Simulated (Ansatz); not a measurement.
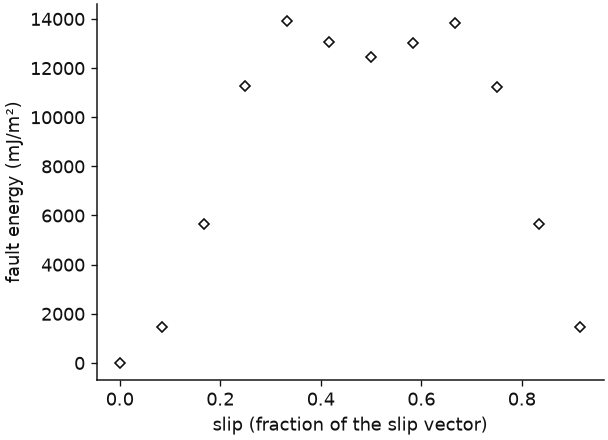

The plot gives the computed fault energy against slip for C, space group R-3m (No. 166).

Structure:
```yaml
crystal:
  lattice:
    - [-2.49129, 0.00000, 0.00000]
    - [-1.24565, -2.15752, 0.00000]
    - [1.24565, 0.71917, 10.25388]
  atoms:
    - { symbol: C, position: [0.02482, 0.02482, 0.87416] }
    - { symbol: C, position: [0.97518, 0.97518, 0.72524] }
    - { symbol: C, position: [0.10870, 0.10870, 0.12579] }
    - { symbol: C, position: [0.89130, 0.89130, 0.47361] }
    - { symbol: C, position: [0.15837, 0.15837, 0.27480] }
    - { symbol: C, position: [0.84163, 0.84163, 0.32460] }
    - { symbol: C, position: [0.37486, 0.37486, 0.92429] }
    - { symbol: C, position: [0.62514, 0.62514, 0.67511] }
    - { symbol: C, position: [0.42532, 0.42532, 0.07567] }
    - { symbol: C, position: [0.57468, 0.57468, 0.52373] }
```

Calculation (Ansatz 0.2.0): rigid slide of a crystal across a plane by tilting cell vector c, one fault a cell, unrelaxed, by plane-wave density functional theory with PAW datasets, free energies less that of the undisturbed cell; scalar-relativistic. Level: LDA, no spin polarisation.

wave cutoff 420 eV; k mesh 10×10×3; occupations Gaussian; smearing width 0.05 eV; k shift (0, 0, 0) (mesh steps); start relaxed; height of the cut 0 (fraction of cell vector c); slip vector (1, 1) (multiples of cell vectors a and b).

From this curve and the settings, what does the calculation give for the shear traction and gap on the k mesh at the same points?

The shear traction goes from 0 GPa at slip 0.0000 to −81 GPa at 0.9167, not monotonically, with a high of 147 GPa at 0.1667 and a low of −147 GPa at 0.8333. The gap on the k mesh is closed at 7 of the 12 points and is largest, 4.523 eV, at 0.0000.

| slip (fraction of the slip vector) | shear traction (GPa) | gap on the k mesh (eV) |
| --- | --- | --- |
| 0.0000 | 0 | 4.523 |
| 0.0833 | 81 | 4.113 |
| 0.1667 | 147 | 2.143 |
| 0.2500 | 145 | 0.000 |
| 0.3333 | 0 | 0.000 |
| 0.4167 | −30 | 0.000 |
| 0.5000 | −1 | 0.000 |
| 0.5833 | 30 | 0.000 |
| 0.6667 | 0 | 0.000 |
| 0.7500 | −144 | 0.000 |
| 0.8333 | −147 | 1.997 |
| 0.9167 | −81 | 3.992 |

Note: gap closes along the scan on a mesh chosen for the insulator; odd k mesh can miss points on the zone edge.
